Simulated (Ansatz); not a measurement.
**Elastic-constant calculation, with input and output: Hf3N2 (part 2 of 2)**

Continued. System: Hf3N2 (5 atoms in the cell). Method: DFT PBEsol, scalar-relativistic, plane waves, PAW, no spin polarisation (Ansatz 0.2.0); cutoff 420 eV, 12×12×12 k-mesh, Fermi–Dirac smearing of 0.15 eV. The structure derives from a Materials Project entry. It belongs to a series of runs on one base structure; here: elastic constants, atoms clamped.

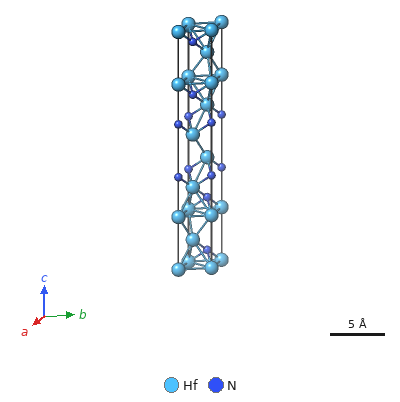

*The structure (ball-and-stick view of the cell 3 times as large as that of the calculation, set on its symmetry axes, seen slightly off an axis). An atom can appear more than once, as a periodic image.*

What the program printed, continued
```
SCF iter   1: F=—  HF=-47558.946177 eV  |F-HF|=—  |Δ(HF+E_count)|=         —  Δρ=1.50e-5  dr2=5.44e-7  ethr=4.73e-10  ⟨swp⟩=3.3  Hψ=47005  notcnv=0  defer=124
preconditioner: auto → Kerker (q_TF=auto, 2.845 Å⁻¹)  [metal: Δε(μ)=0.004 eV  Ē_g=18.559 eV  σ=0.150 eV  W_gap=0.01  n_scr=30 (ndim 8)  ℏωp=40.6 eV  f_vac=0.000  D(μ)=1.84/eV (n_scr^D=4)]
SCF iter   2: F=—  HF=-47558.946217 eV  |F-HF|=—  |Δ(HF+E_count)|=   3.96e-5  Δρ=7.79e-6  dr2=2.05e-7  ethr=4.73e-10  ⟨swp⟩=1.2  Hψ=10417  notcnv=0  defer=124
SCF iter   3: F=—  HF=-47558.946217 eV  |F-HF|=—  |Δ(HF+E_count)|=   2.18e-8  Δρ=3.08e-6  dr2=3.22e-8  ethr=2.33e-10  ⟨swp⟩=2.5  Hψ=14741  notcnv=0  defer=124
SCF iter   4: F=—  HF=-47558.946217 eV  |F-HF|=—  |Δ(HF+E_count)|=   7.99e-9  Δρ=1.56e-6  dr2=2.55e-9  ethr=3.66e-11  ⟨swp⟩=2.3  Hψ=17919  notcnv=0  defer=124
SCF iter   5: F=—  HF=-47558.946217 eV  |F-HF|=—  |Δ(HF+E_count)|=  9.02e-10  Δρ=8.69e-7  dr2=5.83e-10  ethr=2.90e-12  ⟨swp⟩=2.0  Hψ=16091  notcnv=0  defer=124
SCF iter   6: F=—  HF=-47558.946217 eV  |F-HF|=—  |Δ(HF+E_count)|=  1.46e-10  Δρ=2.10e-7  dr2=3.43e-11  ethr=6.63e-13 (applied; sched 1.00e-12)  ⟨swp⟩=2.0  Hψ=18745  notcnv=0  defer=199
SCF iter   7: F=—  HF=-47558.946217 eV  |F-HF|=—  |Δ(HF+E_count)|=  7.28e-12  Δρ=7.00e-8  dr2=4.12e-12  ethr=3.90e-14 (applied; sched 1.00e-12)  ⟨swp⟩=2.2  Hψ=16249  notcnv=0  defer=212
SCF iter   8: F=—  HF=-47558.946217 eV  |F-HF|=—  |Δ(HF+E_count)|=  7.28e-12  Δρ=7.19e-8  dr2=2.99e-12  ethr=4.68e-15 (applied; sched 1.00e-12)  ⟨swp⟩=3.0  Hψ=20252  notcnv=0  defer=212
SCF iter   9: F=—  HF=-47558.946217 eV  |F-HF|=—  |Δ(HF+E_count)|=  1.46e-11  Δρ=1.91e-8  dr2=3.84e-13  ethr=3.39e-15 (applied; sched 1.00e-12)  ⟨swp⟩=2.4  Hψ=18443  notcnv=0  defer=212
SCF iter  10: F=-47558.946217 eV  HF=-47558.946217 eV  |F-HF|=2.91e-11  |Δ(HF+E_count)|=    0.00e0  Δρ=7.58e-9  dr2=2.92e-14  ethr=1.00e-12  ⟨swp⟩=5.2  Hψ=42939  notcnv=0
SCF 5 converged in 10 iterations: F = -47558.946217 eV  dr2 = 2.92e-14
Basis set: ecut = 420 eV, 1325 PW (Γ), exchange–correlation on 108×108×108 points (8 copies of the dense FFT grid, shifted against one another)
iter 1 solved again at ethr=1.47e-7 eV; its pass at ethr=3.10e-3 eV (dr2=1.30e-4 eV) is discarded
SCF iter   1: F=—  HF=-47558.947619 eV  |F-HF|=—  |Δ(HF+E_count)|=         —  Δρ=6.22e-4  dr2=1.67e-4  ethr=1.47e-7  ⟨swp⟩=2.6  Hψ=106255  notcnv=0  defer=395
preconditioner: auto → Kerker (q_TF=auto, 2.848 Å⁻¹)  [metal: Δε(μ)=0.003 eV  Ē_g=18.575 eV  σ=0.150 eV  W_gap=0.00  n_scr=30 (ndim 8)  ℏωp=40.8 eV  f_vac=0.000  D(μ)=1.83/eV (n_scr^D=4)]
SCF iter   2: F=—  HF=-47558.947578 eV  |F-HF|=—  |Δ(HF+E_count)|=   4.10e-5  Δρ=3.70e-4  dr2=6.81e-5  ethr=1.47e-7  ⟨swp⟩=1.0  Hψ=26082  notcnv=0  defer=395
SCF iter   3: F=—  HF=-47558.947589 eV  |F-HF|=—  |Δ(HF+E_count)|=   1.14e-5  Δρ=5.31e-5  dr2=9.92e-7  ethr=7.74e-8  ⟨swp⟩=2.0  Hψ=41739  notcnv=0  defer=395
SCF iter   4: F=—  HF=-47558.947568 eV  |F-HF|=—  |Δ(HF+E_count)|=   2.16e-5  Δρ=7.05e-6  dr2=2.62e-8  ethr=1.13e-9  ⟨swp⟩=2.0  Hψ=44204  notcnv=0  defer=395
SCF iter   5: F=—  HF=-47558.947568 eV  |F-HF|=—  |Δ(HF+E_count)|=   4.45e-9  Δρ=3.88e-6  dr2=8.66e-9  ethr=2.97e-11  ⟨swp⟩=3.0  Hψ=51075  notcnv=0  defer=395
SCF iter   6: F=—  HF=-47558.947568 eV  |F-HF|=—  |Δ(HF+E_count)|=   1.41e-8  Δρ=1.70e-6  dr2=1.57e-9  ethr=9.84e-12  ⟨swp⟩=3.0  Hψ=48319  notcnv=0  defer=395
SCF iter   7: F=—  HF=-47558.947568 eV  |F-HF|=—  |Δ(HF+E_count)|=  6.69e-10  Δρ=6.97e-7  dr2=2.93e-10  ethr=1.78e-12  ⟨swp⟩=2.0  Hψ=46678  notcnv=0  defer=395
SCF iter   8: F=—  HF=-47558.947568 eV  |F-HF|=—  |Δ(HF+E_count)|=  8.73e-11  Δρ=1.39e-7  dr2=1.11e-11  ethr=3.33e-13 (applied; sched 1.00e-12)  ⟨swp⟩=2.0  Hψ=40871  notcnv=0  defer=572
SCF iter   9: F=—  HF=-47558.947568 eV  |F-HF|=—  |Δ(HF+E_count)|=  7.28e-12  Δρ=5.86e-8  dr2=2.19e-12  ethr=1.26e-14 (applied; sched 1.00e-12)  ⟨swp⟩=2.2  Hψ=47469  notcnv=0  defer=573
SCF iter  10: F=—  HF=-47558.947568 eV  |F-HF|=—  |Δ(HF+E_count)|=    0.00e0  Δρ=2.31e-8  dr2=2.58e-13  ethr=2.49e-15 (applied; sched 1.00e-12)  ⟨swp⟩=2.3  Hψ=47042  notcnv=0  defer=574
SCF iter  11: F=-47558.947568 eV  HF=-47558.947568 eV  |F-HF|=0.00e0  |Δ(HF+E_count)|=  7.28e-12  Δρ=5.33e-9  dr2=1.49e-14  ethr=1.00e-12  ⟨swp⟩=5.1  Hψ=103751  notcnv=0
SCF 6 converged in 11 iterations: F = -47558.947568 eV  dr2 = 1.49e-14
iter 1 solved again at ethr=1.50e-10 eV; its pass at ethr=3.10e-3 eV (dr2=1.32e-7 eV) is discarded
SCF iter   1: F=—  HF=-47558.947523 eV  |F-HF|=—  |Δ(HF+E_count)|=         —  Δρ=1.02e-5  dr2=1.52e-7  ethr=1.50e-10  ⟨swp⟩=3.8  Hψ=125440  notcnv=0  defer=328
preconditioner: auto → Kerker (q_TF=auto, 2.848 Å⁻¹)  [metal: Δε(μ)=0.010 eV  Ē_g=18.575 eV  σ=0.150 eV  W_gap=0.02  n_scr=30 (ndim 8)  ℏωp=40.8 eV  f_vac=0.000  D(μ)=1.83/eV (n_scr^D=4)]
SCF iter   2: F=—  HF=-47558.947563 eV  |F-HF|=—  |Δ(HF+E_count)|=   3.99e-5  Δρ=6.15e-6  dr2=6.18e-8  ethr=1.50e-10  ⟨swp⟩=1.0  Hψ=26082  notcnv=0  defer=328
SCF iter   3: F=—  HF=-47558.947563 eV  |F-HF|=—  |Δ(HF+E_count)|=   7.65e-9  Δρ=1.47e-6  dr2=4.15e-9  ethr=7.02e-11  ⟨swp⟩=2.0  Hψ=40399  notcnv=0  defer=328
SCF iter   4: F=—  HF=-47558.947563 eV  |F-HF|=—  |Δ(HF+E_count)|=   2.36e-9  Δρ=8.59e-7  dr2=6.35e-10  ethr=4.72e-12  ⟨swp⟩=2.0  Hψ=43793  notcnv=0  defer=328
SCF iter   5: F=—  HF=-47558.947563 eV  |F-HF|=—  |Δ(HF+E_count)|=  1.31e-10  Δρ=3.09e-7  dr2=7.21e-11  ethr=7.21e-13 (applied; sched 1.00e-12)  ⟨swp⟩=2.0  Hψ=47219  notcnv=0  defer=490
SCF iter   6: F=—  HF=-47558.947563 eV  |F-HF|=—  |Δ(HF+E_count)|=  1.46e-11  Δρ=7.01e-8  dr2=6.55e-12  ethr=8.20e-14 (applied; sched 1.00e-12)  ⟨swp⟩=2.0  Hψ=46693  notcnv=0  defer=573
SCF iter   7: F=—  HF=-47558.947563 eV  |F-HF|=—  |Δ(HF+E_count)|=    0.00e0  Δρ=3.61e-8  dr2=1.14e-12  ethr=7.44e-15 (applied; sched 1.00e-12)  ⟨swp⟩=2.0  Hψ=47133  notcnv=0  defer=575
SCF iter   8: F=—  HF=-47558.947563 eV  |F-HF|=—  |Δ(HF+E_count)|=  7.28e-12  Δρ=1.67e-8  dr2=2.08e-13  ethr=1.29e-15 (applied; sched 1.00e-12)  ⟨swp⟩=2.0  Hψ=41866  notcnv=0  defer=575
SCF iter   9: F=-47558.947563 eV  HF=-47558.947563 eV  |F-HF|=0.00e0  |Δ(HF+E_count)|=  7.28e-12  Δρ=4.17e-9  dr2=1.78e-14  ethr=1.00e-12  ⟨swp⟩=5.1  Hψ=98876  notcnv=0
SCF 7 converged in 9 iterations: F = -47558.947563 eV  dr2 = 1.78e-14
SCF converged after 15 iterations
Free energy (F): -47558.948368 eV
Harris-Foulkes:  -47558.948368 eV  (|F-HF|=7.28e-12)
Internal energy: -47558.807144 eV  (E = F + TS)
E sigma→0 (E₀):  -47558.877756 eV
Entropy (-TS):   -0.141224 eV (-28.245 meV/atom)
Fermi energy:    22.062350 eV
--- Per-component energies (eV) ---
  E_band       = 387.630452
  E_kinetic    = 1537.123663
  E_local      = -14615.446213  (includes V_loc(G=0)·N_el)
  E_nonlocal   = -3623.751195
  E_hartree    = 6912.109623
  E_xc         = -1015.464779
  E_vxc        = -954.546888  (∫ρ·V_xc dr)
  E_paw        = -20666.963010  (= ΣΔE_a)
  E_vpaw       = 4220.031651  (= ΣTr[D̂ρ^β])
  E_aug_tail   = 0.000183  (compensation charges beyond the density's cutoff)
  E_ewald      = -16090.224887
  E_core_change = 3.809472  (= ΣΔE_core)
  E_smearing   = -0.141224  (= −TS)
  E_closure    = -0.000000  (closes the sum)
  Σ components = -47558.948368   (vs F -47558.948368, Δ=0.00e0)
--- Forces (eV/Å), atoms counted from 1 ---
  atom   1  Hf     0.00000000    -0.00000000    -0.00070513
  atom   2  Hf    -0.00000000    -0.00000000     0.00070513
  atom   3  Hf    -0.00000000     0.00000000    -0.00000000
  atom   4  N     -0.00000000     0.00000000     0.00024005
  atom   5  N      0.00000000    -0.00000000    -0.00024005
  max |Σ_I F_I| component: 9.25e-18 eV/Å
--- Stress (GPa, compression-positive) ---
       -0.004679       0.000000       0.000000
        0.000000      -0.004679      -0.000000
        0.000000       0.000000      -0.001298
  P = ⅓ Tr σ = -0.0036 GPa (-0.036 kbar)
--- Band table (eV; the first three rows and the last of 189) ---
  k-point 0: bands = ["-40.3578", "-39.5869", "-39.5523", "-9.3933", "-8.8498", "-8.8498", "-8.6374", "-8.0863", "-8.0283", "-8.0283", "-7.9642", "-7.9642", "5.4787", "6.9239", "9.7101", "9.7101", "9.7135", "9.7594", "9.7670", "9.7670", "9.7939", "10.4637", "10.4751", "10.4751", "10.4827", "10.4828", "10.4828", "10.4948", "10.5055", "10.5211", "10.5211", "10.5316", "10.5316", "10.5595", "10.5613", "14.1139", "16.6825", "16.6825", "16.8709", "18.4183", "18.4183", "19.0305", "22.4869", "22.5481", "22.7736", "22.7736", "23.9326", "23.9326", "24.1788", "24.1788", "24.8409", "25.7675", "26.3512", "26.3512", "26.6689", "28.0485"]
  k-point 1: bands = ["-40.3550", "-39.5838", "-39.5502", "-9.3804", "-8.9138", "-8.8611", "-8.6097", "-8.1128", "-8.0487", "-8.0401", "-8.0101", "-7.9719", "5.5873", "6.9040", "9.7119", "9.7131", "9.7168", "9.7606", "9.7641", "9.7664", "9.7888", "10.4678", "10.4735", "10.4773", "10.4819", "10.4851", "10.4852", "10.4979", "10.5090", "10.5195", "10.5200", "10.5302", "10.5309", "10.5553", "10.5570", "14.3019", "16.3456", "16.7387", "17.2421", "17.7737", "18.3293", "19.4125", "21.6964", "22.5994", "22.9265", "23.0143", "23.8076", "23.8326", "24.6697", "24.7269", "25.0550", "25.6534", "26.3725", "26.3810", "26.6522", "27.6619"]
  k-point 2: bands = ["-40.3473", "-39.5752", "-39.5447", "-9.3450", "-9.0660", "-8.8918", "-8.5559", "-8.2102", "-8.1419", "-8.0717", "-8.0673", "-7.9933", "5.8773", "6.8469", "9.7185", "9.7214", "9.7262", "9.7541", "9.7642", "9.7660", "9.7759", "10.4703", "10.4785", "10.4829", "10.4831", "10.4916", "10.4917", "10.5022", "10.5130", "10.5175", "10.5212", "10.5275", "10.5277", "10.5442", "10.5473", "14.8077", "16.0762", "16.7926", "16.8660", "17.5845", "18.1206", "19.7442", "20.8612", "22.0777", "23.3693", "23.5000", "24.0796", "24.0811", "24.4172", "25.5566", "25.6112", "26.1074", "26.4584", "26.4840", "26.8205", "27.1135"]
  k-point 188: bands = ["-40.3578", "-39.5876", "-39.5516", "-9.4361", "-8.8498", "-8.8498", "-8.4650", "-8.2188", "-8.0269", "-8.0269", "-7.9656", "-7.9656", "5.5575", "6.8269", "9.7101", "9.7101", "9.7114", "9.7525", "9.7670", "9.7670", "9.7939", "10.4580", "10.4704", "10.4781", "10.4781", "10.4803", "10.4803", "10.4815", "10.5232", "10.5232", "10.5287", "10.5287", "10.5365", "10.5595", "10.5613", "14.4051", "16.1573", "16.7261", "16.7261", "18.3214", "18.3214", "20.3337", "21.1680", "22.4659", "22.4659", "23.4729", "23.6620", "24.8487", "24.8487", "25.0042", "25.0042", "25.8563", "25.8563", "25.8844", "25.9046", "25.9046"]
--- Elastic constants: 3 strain directions × 2 members + reference (group order 12) ---
  dense FFT box of the reference and of every strained cell: 54×54×54
  strains applied: 11, 33, 23; error gains: componentwise 1.00 (the most a stress slope's error grows in a printed constant), spectral 1.41 (1 for all six strains in a standard setting)
  C = ∂σ_k/∂η_j (tension-positive GPa; Voigt order 11 22 33 23 13 12):
       438.466    111.352    140.199    -32.737      0.000      0.000
       111.352    438.466    140.199     32.737      0.000      0.000
       140.210    140.210    407.647      0.000      0.000      0.000
       -32.756     32.756     -0.000    150.255      0.000      0.000
         0.000     -0.000     -0.000     -0.000    150.255    -32.756
         0.000     -0.000     -0.000     -0.000    -32.737    163.557
  reference stress σ⁰ (GPa):      0.005      0.005      0.001      0.000     -0.000     -0.000
  C* (energy form; C + prestress term) asymmetry max|C*_kj − C*_jk| = 1.953e-2 GPa — a small one proves nothing (zero by symmetry where the batch's group is 432, −43m or m−3m); a large one is finite-difference/SCF noise where every solve meets its electron count
  moduli (Voigt/Reuss/Hill, GPa): K = 229.79/229.79/229.79   G = 152.33/146.35/149.34   E = 368.25   ν = 0.233
  mechanically stable: yes (min eigenvalue of sym C = 123.49 GPa)
  strain η (Voigt 11):  stress-route row diagonal C_11 = 438.47 GPa, energy-path curvature d²(F+E_count+ΔE)/dδ²/Ω₀ = 438.50 GPa
         δ    σ_11 (GPa)             F (eV)   n_scf  n_hpsi   n_pw
    -5.000e-3      -2.2234      -47558.9460325      13  702409   1343
     5.000e-3       2.1613      -47558.9460706      10  633939   1364
  strain η (Voigt 33):  stress-route row diagonal C_33 = 407.65 GPa, energy-path curvature d²(F+E_count+ΔE)/dδ²/Ω₀ = 407.75 GPa
         δ    σ_33 (GPa)             F (eV)   n_scf  n_hpsi   n_pw
    -5.000e-3      -2.0592      -47558.9461943      13  274930   1358
     5.000e-3       2.0172      -47558.9462166      10  227285   1364
  strain η (Voigt 23):  stress-route row diagonal C_44 = 150.25 GPa, energy-path curvature d²(F+E_count+ΔE)/dδ²/Ω₀ = 150.29 GPa
         δ    σ_23 (GPa)             F (eV)   n_scf  n_hpsi   n_pw
    -5.000e-3      -0.7545      -47558.9475679      11  614793   1360
     5.000e-3       0.7481      -47558.9475631       9  528769   1360
```

The run was set up as follows.

Input
```yaml
crystal:
  lattice:
    - [1.5966126554, 0.9218047464, 7.7100350222]
    - [-1.5966126554, 0.9218047464, 7.7100350222]
    - [0.0, -1.8436094928, 7.7100350222]
  atoms:
    - { symbol: Hf, position: [0.7787494638, 0.7787494638, 0.7787494638] }
    - { symbol: Hf, position: [0.2212505362, 0.2212505362, 0.2212505362] }
    - { symbol: Hf, position: [0.0, 0.0, 0.0] }
    - { symbol: "N", position: [0.611052949, 0.611052949, 0.611052949] }
    - { symbol: "N", position: [0.388947051, 0.388947051, 0.388947051] }
basis:
  ecutwfc: 420
kpoints:
  mp_grid: { grid: [12, 12, 12] }
hamiltonian:
  xc: pbesol
scf:
  occupations: { method: fermi_dirac, width: 0.15 }
output:
  forces: true
  stress: true
  eigenvalues: true
elastic:
  mode: clamped_ion
  amplitude: 0.005
  stencil: two_point
```

Launch command:
```bash
ansatz run input.yaml --threads 2 --pin off --max-ram 6144MiB --backend cpu --events-out ev --progress --plain --runs-dir out
```

Results in brief

```csv
quantity,value
outcome,converged
space group (tolerance 0.01 Å),R-3m (166)
electrons treated,88
free energy,−47558.9484 eV
Fermi energy,22.062 eV
gap on the k-point mesh,none (metallic)
pressure,0.00 GPa
bulk modulus (Hill),229.8 GPa
shear modulus (Hill),149.3 GPa
largest force (length of the vector),0.001 eV/Å
elastic stability,stable
hardware,"2 threads of Oxide Virtual Turin-like (Zen 5), 32 GiB of memory available, shared host"
wall time,3.5 min (CPU time 6.8 min)
peak memory,1.7 GiB
```

Remarks

Results for this metal are sensitive to the k-point mesh. Spin–orbit coupling is left out, which matters for Hf.
